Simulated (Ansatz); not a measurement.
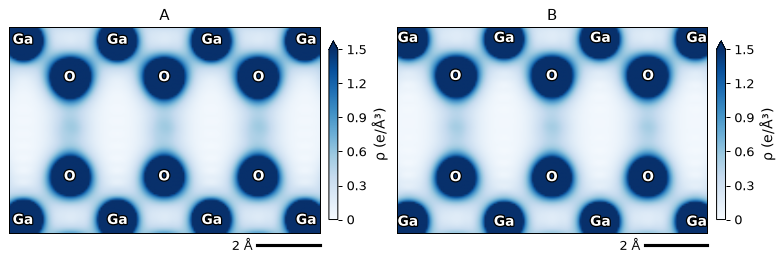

Ga$_{2}$O$_{3}$. The valence electron density of two cells that differ in size, on the (010) plane of each (indices in the axes of the calculation cell), at one length scale and on one colour scale; one has 10.4 and the other 11.1 Å³ an atom.

All numbers below come from DFT, PBE, plane-wave PAW, default files, scalar-relativistic (Ansatz).

The density is the valence pseudo-density of a PAW calculation; it isn't the true density close to the nuclei.

The larger cell:

```
CELL_PARAMETERS angstrom
0.00000 -3.09667 0.00000
6.22678 1.54833 0.00000
-1.41317 0.00000 5.74043
ATOMIC_POSITIONS crystal
Ga 0.09014 0.18028 0.79498
Ga 0.90986 0.81972 0.20502
Ga 0.65832 0.31665 0.31412
Ga 0.34168 0.68335 0.68588
O 0.16267 0.32534 0.10970
O 0.83733 0.67466 0.89030
O 0.17384 0.34769 0.56487
O 0.82616 0.65231 0.43513
O 0.49558 0.99116 0.25695
O 0.50442 0.00884 0.74305
```

The smaller cell: a = 3.037 Å, b = 6.293 Å, c = 5.798 Å, α = 103.41°, β = 90.00°, γ = 103.96°.

Which is the denser cell? Describe the effect of the change.

Panel A is the smaller cell, by 6 % in volume. From the larger cell to the smaller, Ga–O goes from 1.97 to 1.94 Å, and the density at its midpoint from 0.63 to 0.67 e/Å³; the pressure goes from −1.5 to 10 GPa; the Kohn–Sham gap goes from 1.9 eV to 2.4 eV.
